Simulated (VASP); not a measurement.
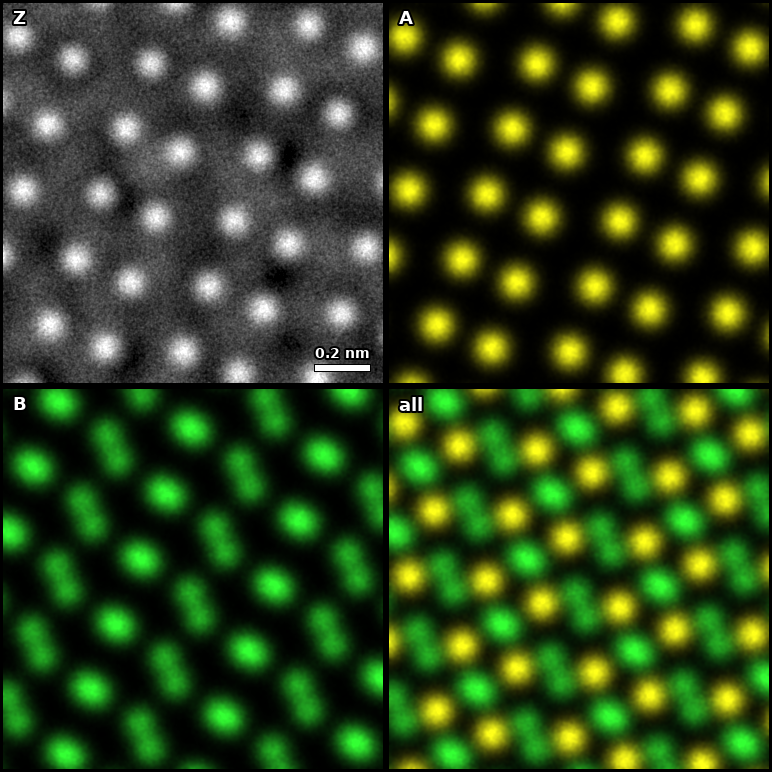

HfO2 (P2_1/c, No. 14) along [010]. Panel Z: The image is simulated as a sum over atoms of Z^1.7, blurred by a 0.80 Å probe (no channelling). The display is stretched by a gamma of 0.65; percentages refer to the linear signal. Shot noise and the speckle of an amorphous layer were added. The other panels are simulated element maps (the number of atoms of one element along the beam, blurred by 1.0 Å, with counting noise; each on its own scale, no channelling); the last overlays them. Model: the geometry relaxed with VASP Kohn-Sham DFT of a periodic cell, LDA, VASP PAW LDA potentials, recommended in VASP 6.6.1.

```yaml
crystal:
  lattice:
    - [5.03037, 0.00000, 0.00000]
    - [0.00000, 5.12503, 0.00000]
    - [-0.85965, 0.00000, 5.11859]
  atoms:
    - { symbol: Hf, position: [0.27788, 0.45761, 0.20802] }
    - { symbol: Hf, position: [0.72212, 0.95761, 0.29198] }
    - { symbol: Hf, position: [0.72212, 0.54239, 0.79198] }
    - { symbol: Hf, position: [0.27788, 0.04239, 0.70802] }
    - { symbol: O, position: [0.07347, 0.15805, 0.33674] }
    - { symbol: O, position: [0.92653, 0.65805, 0.16326] }
    - { symbol: O, position: [0.92653, 0.84195, 0.66326] }
    - { symbol: O, position: [0.07347, 0.34195, 0.83674] }
    - { symbol: O, position: [0.44626, 0.74132, 0.48225] }
    - { symbol: O, position: [0.55374, 0.24132, 0.01775] }
    - { symbol: O, position: [0.55374, 0.25868, 0.51775] }
    - { symbol: O, position: [0.44626, 0.75868, 0.98225] }
```

Which element does each lettered map show?

Answer. A: Hf, B: O. The projected cell (5.03 × 5.19 Å, 100°) holds 12 columns: 8 of O and 4 of Hf. No column is shared by two of the mapped elements.
